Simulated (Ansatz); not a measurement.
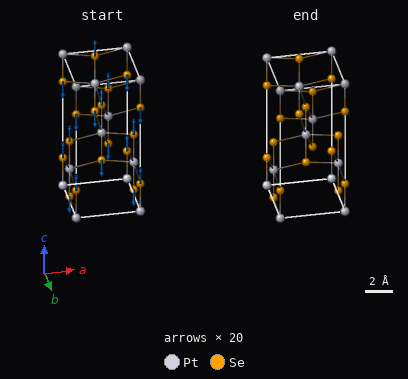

The structure of crystalline PtSe2 (built on the anatase type) before (left) and after (right) a relaxation, at one scale. The blue arrows give the displacements (the part carried along by the change of the cell is left out), magnified 20 times.

The picture is a ball-and-stick view of the conventional cell (2 times the calculation's cell), seen from a free direction. Lengths and directions refer to the drawn axes.

Computed with Ansatz, DFT, r2SCAN+rVV10, plane waves, PAW. (plane-wave cutoff 500 eV; k-point mesh 6 × 6 × 6; occupations fermi dirac; smearing width 0.03 eV; no spin polarisation; cell and atoms relaxed; force threshold 0.01 eV/Å; at most 120 steps)

Q: Describe what moved and what it gained.

A: The largest moves relative to the cell, 0.075 Å, are those of Se atoms. Pt stays in place. The volume changes by −1.4 %, with a = b 5.006 → 5.045 Å (+0.8 %), c 11.621 → 11.284 Å (−2.9 %). Some distances before and after: Pt–Se 2.546 → 2.551 Å, Pt–Se 2.440 → 2.444 Å. Bond angles that change, for instance: Pt–Se–Pt 158.9° → 163.0°, Se–Pt–Se 158.9° → 163.0°, Pt–Se–Pt 100.5° → 98.5°. The space group stays I4_1/amd (No. 141). After 3 accepted moves (4 points after the start) the energy has fallen by 4.4 meV per atom. Largest force component: 0.18 eV/Å at the start, 0.00047 eV/Å at the end. The pressure goes from 0.55 to 0.02 GPa. The SCF was repeated once at an unchanged geometry on a basis and grid sized afresh for the cell, which shifted the energy by less than 0.05 meV per atom at most.
